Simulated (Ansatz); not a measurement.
# Two runs on BN

System: BN (P6₃mc, 4 atoms in the cell).
Method of run 1: DFT PBE, scalar-relativistic, plane waves, PAW, no spin polarisation (Ansatz 0.2.0).

The structure derives from a Materials Project entry. Text and figures count atoms from 1; the logs count them from 0 in places.

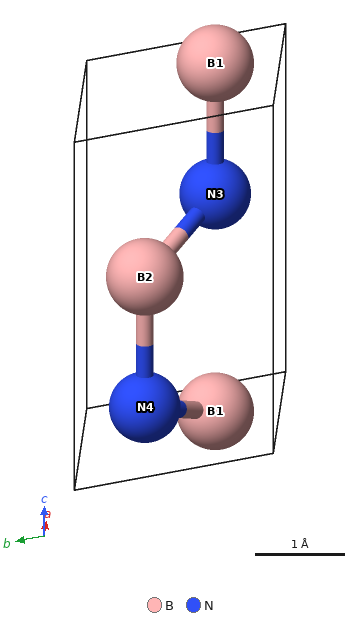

**Figure 1.** The structure (ball-and-stick view of the cell of the calculation, seen at an oblique angle; atoms are numbered from 1 in the order of the input). An atom can appear more than once, as a periodic image. Near neighbours in the periodic cell (some may lie outside the picture): B has 4 N at 1.55 to 1.58 Å; N has 4 B at 1.55 to 1.58 Å.

## Input, run 1
```yaml
crystal:
  lattice:
    - [2.5162613945, 0.0, 0.0]
    - [-1.2581306973, 2.1791462902, 0.0]
    - [0.0, 0.0, 4.2245145352]
  atoms:
    - { symbol: B, position: [0.6666666667, 0.3333333333, 0.9998058547] }
    - { symbol: B, position: [0.3333333333, 0.6666666667, 0.4998058547] }
    - { symbol: "N", position: [0.6666666667, 0.3333333333, 0.6251941453] }
    - { symbol: "N", position: [0.3333333333, 0.6666666667, 0.1251941453] }
basis:
  ecutwfc: 420
kpoints:
  mp_grid: { grid: [12, 12, 6] }
hamiltonian:
  xc: pbe
scf:
  occupations: { method: gaussian, width: 0.05 }
output:
  forces: true
  stress: true
  eigenvalues: true
```

Launched with:
```bash
ansatz run input.yaml --threads 2 --pin off --max-ram 5120MiB --backend cpu --events-out ev --progress --plain --runs-dir out
```

Hardware: 2 threads of Intel Xeon @ 2.50GHz (Skylake/Cascade Lake), 192 GiB of memory available, shared host.

## Output, shortened to warnings, some set-up lines, iterations and results (run 1)
```
Basis set: ecut = 420 eV, 441 PW (Γ), exchange–correlation on 36×36×60 points (8 copies of the dense FFT grid, shifted against one another)
Symmetry: 12 space group operations
k-points: 76 of 864 (time reversal used)
Initial density: superposition of atomic densities (neutral atoms: chi_scale 0, normalization atom), corrected by the library's trained network
[...]
SCF iter   1: F=—  HF=-1084.445910 eV  |F-HF|=—  |Δ(HF+E_count)|=         —  Δρ=3.26e-3  dr2=1.26e-3  ethr=1.77e-3  ⟨swp⟩=5.6  Hψ=4897  notcnv=0
SCF iter   2: F=—  HF=-1084.446075 eV  |F-HF|=—  |Δ(HF+E_count)|=   1.65e-4  Δρ=1.12e-3  dr2=1.41e-4  ethr=7.87e-6  ⟨swp⟩=2.4  Hψ=2064  notcnv=0
SCF iter   3: F=—  HF=-1084.446209 eV  |F-HF|=—  |Δ(HF+E_count)|=   1.34e-4  Δρ=5.53e-4  dr2=2.04e-5  ethr=8.79e-7  ⟨swp⟩=2.9  Hψ=1623  notcnv=0
SCF iter   4: F=—  HF=-1084.446269 eV  |F-HF|=—  |Δ(HF+E_count)|=   5.97e-5  Δρ=2.39e-4  dr2=4.30e-6  ethr=1.27e-7  ⟨swp⟩=2.6  Hψ=1482  notcnv=0
SCF iter   5: F=—  HF=-1084.446280 eV  |F-HF|=—  |Δ(HF+E_count)|=   1.11e-5  Δρ=5.22e-5  dr2=2.03e-7  ethr=2.69e-8  ⟨swp⟩=2.4  Hψ=1483  notcnv=0
SCF iter   6: F=-1084.446281 eV  HF=-1084.446281 eV  |F-HF|=7.14e-9  |Δ(HF+E_count)|=   5.83e-7  Δρ=6.15e-6  dr2=2.69e-9  ethr=6.25e-10  ⟨swp⟩=5.0  Hψ=4268  notcnv=0
SCF 1 converged in 6 iterations: F = -1084.446281 eV  dr2 = 2.69e-9
SCF converged after 6 iterations
Free energy (F): -1084.446281 eV
Harris-Foulkes:  -1084.446281 eV  (|F-HF|=7.14e-9)
Internal energy: -1084.446281 eV  (E = F + TS)
E sigma→0 (E₀):  -1084.446281 eV
Fermi energy:    14.237405 eV
--- Per-component energies (eV) ---
  E_band       = 56.396717
  E_kinetic    = 373.752595
  E_local      = -348.612339  (includes V_loc(G=0)·N_el)
  E_nonlocal   = 113.581323
  E_hartree    = 98.068248
  E_xc         = -187.532430
  E_vxc        = -233.301889  (∫ρ·V_xc dr)
  E_paw        = -413.148211  (= ΣΔE_a)
  E_vpaw       = -45.159578  (= ΣTr[D̂ρ^β])
  E_aug_tail   = 0.000201  (compensation charges beyond the density's cutoff)
  E_ewald      = -720.555669
  E_smearing   = -0.000000  (= −TS)
  E_closure    = -0.000000  (closes the sum)
  Σ components = -1084.446281   (vs F -1084.446281, Δ=0.00e0)
--- Forces (eV/Å), atoms counted from 1 ---
  atom   1  B      0.00000000    -0.00000000    -0.04355836
  atom   2  B     -0.00000000     0.00000000    -0.04355836
  atom   3  N     -0.00000000     0.00000000     0.04355701
  atom   4  N      0.00000000    -0.00000000     0.04355701
  max |Σ_I F_I| component: 2.70e-6 eV/Å
--- Stress (GPa, compression-positive) ---
       16.967353      -0.000000      -0.000000
       -0.000000      16.967353      -0.000000
       -0.000000      -0.000000       1.854023
  P = ⅓ Tr σ = 11.9296 GPa (119.296 kbar)
```

For run 2 the input was changed thus:
```diff
-    - [0.0, 0.0, 4.2245145352]
+    - [0.0, 0.0, 4.0977790991]
+  algorithm: density_mixing
```

How does run 2 compare with run 1?

With the same functional and potentials, run 2 lies 20.4 meV per atom higher. The gap on the mesh goes from 5.12 to 5.18 eV. The pressure goes from 11.93 to 25.39 GPa. The volume per atom goes from 5.79 to 5.62 Å³. The number of SCF iterations is the same. The plane waves at Γ go from 441 to 427.

## Output, shortened to warnings, some set-up lines, iterations and results (run 2)
```
Basis set: ecut = 420 eV, 427 PW (Γ), exchange–correlation on 36×36×60 points (8 copies of the dense FFT grid, shifted against one another)
Symmetry: 12 space group operations
k-points: 76 of 864 (time reversal used)
Initial density: superposition of atomic densities (neutral atoms: chi_scale 0, normalization atom), corrected by the library's trained network
[...]
SCF iter   1: F=—  HF=-1084.364280 eV  |F-HF|=—  |Δ(HF+E_count)|=         —  Δρ=3.69e-3  dr2=1.57e-3  ethr=1.77e-3  ⟨swp⟩=5.7  Hψ=4983  notcnv=0
SCF iter   2: F=—  HF=-1084.364453 eV  |F-HF|=—  |Δ(HF+E_count)|=   1.73e-4  Δρ=1.31e-3  dr2=1.85e-4  ethr=9.79e-6  ⟨swp⟩=2.5  Hψ=2082  notcnv=0
SCF iter   3: F=—  HF=-1084.364626 eV  |F-HF|=—  |Δ(HF+E_count)|=   1.73e-4  Δρ=6.12e-4  dr2=2.59e-5  ethr=1.16e-6  ⟨swp⟩=2.9  Hψ=1685  notcnv=0
SCF iter   4: F=—  HF=-1084.364688 eV  |F-HF|=—  |Δ(HF+E_count)|=   6.22e-5  Δρ=7.50e-5  dr2=5.92e-7  ethr=1.62e-7  ⟨swp⟩=2.0  Hψ=1448  notcnv=0
SCF iter   5: F=-1084.364689 eV  HF=-1084.364689 eV  |F-HF|=1.06e-8  |Δ(HF+E_count)|=   1.09e-6  Δρ=8.80e-6  dr2=7.88e-9  ethr=3.70e-9  ⟨swp⟩=2.0  Hψ=1511  notcnv=0
SCF iter   6: F=-1084.364689 eV  HF=-1084.364689 eV  |F-HF|=3.29e-10  |Δ(HF+E_count)|=   1.32e-8  Δρ=1.06e-6  dr2=8.88e-11  ethr=4.92e-11  ⟨swp⟩=1.6  Hψ=2765  notcnv=0
SCF 1 converged in 6 iterations: F = -1084.364689 eV  dr2 = 8.88e-11
SCF converged after 6 iterations
Free energy (F): -1084.364689 eV
Harris-Foulkes:  -1084.364689 eV  (|F-HF|=3.29e-10)
Internal energy: -1084.364689 eV  (E = F + TS)
E sigma→0 (E₀):  -1084.364689 eV
Fermi energy:    14.753752 eV
--- Per-component energies (eV) ---
  E_band       = 62.000953
  E_kinetic    = 377.536589
  E_local      = -342.890068  (includes V_loc(G=0)·N_el)
  E_nonlocal   = 114.155446
  E_hartree    = 96.649446
  E_xc         = -188.460399
  E_vxc        = -234.518915  (∫ρ·V_xc dr)
  E_paw        = -413.527930  (= ΣΔE_a)
  E_vpaw       = -45.581171  (= ΣTr[D̂ρ^β])
  E_aug_tail   = 0.000204  (compensation charges beyond the density's cutoff)
  E_ewald      = -727.827977
  E_smearing   = -0.000000  (= −TS)
  E_closure    = 0.000000  (closes the sum)
  Σ components = -1084.364689   (vs F -1084.364689, Δ=0.00e0)
--- Forces (eV/Å), atoms counted from 1 ---
  atom   1  B      0.00000000     0.00000000     0.02501608
  atom   2  B     -0.00000000    -0.00000000     0.02501608
  atom   3  N     -0.00000000    -0.00000000    -0.02501476
  atom   4  N     -0.00000000     0.00000000    -0.02501476
  max |Σ_I F_I| component: 2.65e-6 eV/Å
--- Stress (GPa, compression-positive) ---
       19.569790      -0.000000      -0.000000
        0.000000      19.569790      -0.000000
       -0.000000      -0.000000      37.031144
  P = ⅓ Tr σ = 25.3902 GPa (253.902 kbar)
```

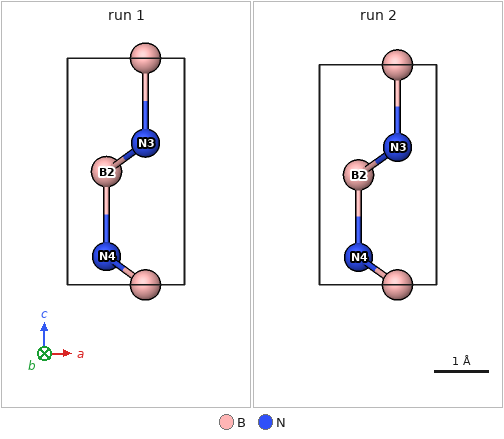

**Figure 2.** The two input geometries at one scale (ball-and-stick view of the cell of the calculation, along the b axis). No atom moves by more than 0.005 Å relative to the cell. The drawn cell changes as follows: a = b stay at 2.516 Å, c 4.225 → 4.098 Å (−3.0 %); the volume changes by −3.0 %. Among the contacts that change: B–N 1.583 → 1.535 Å, B–N 1.546 → 1.541 Å.

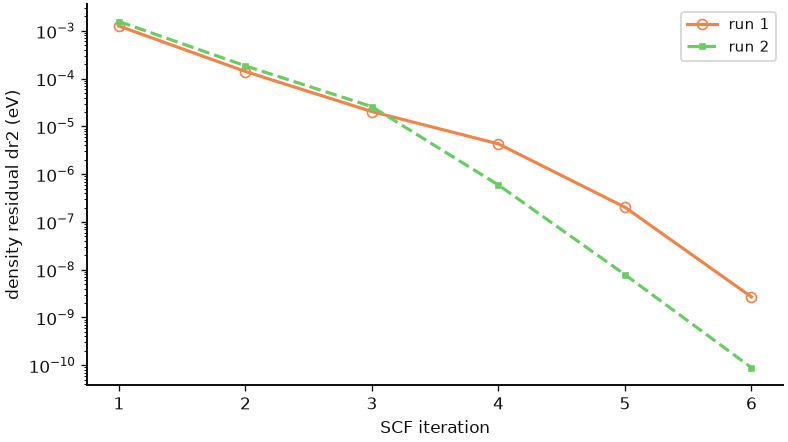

**Figure 3.** Convergence of the two runs: density residual dr2 against the SCF iteration. Run 1 takes 6 iterations in all, and run 2 takes 6.

## The two runs side by side

```csv
quantity,run 1,run 2
outcome,converged,converged
free energy per atom (eV),−271.1116,−271.0912
gap on the mesh (eV),5.12,5.18
pressure (GPa),11.93,25.39
volume per atom (Å³),5.79,5.62
largest force (eV/Å),0.044,0.025
SCF iterations,6,6
irreducible k-points,76,76
plane waves at Γ,441,427
wall time (shared host),1.5 s,1.7 s
```
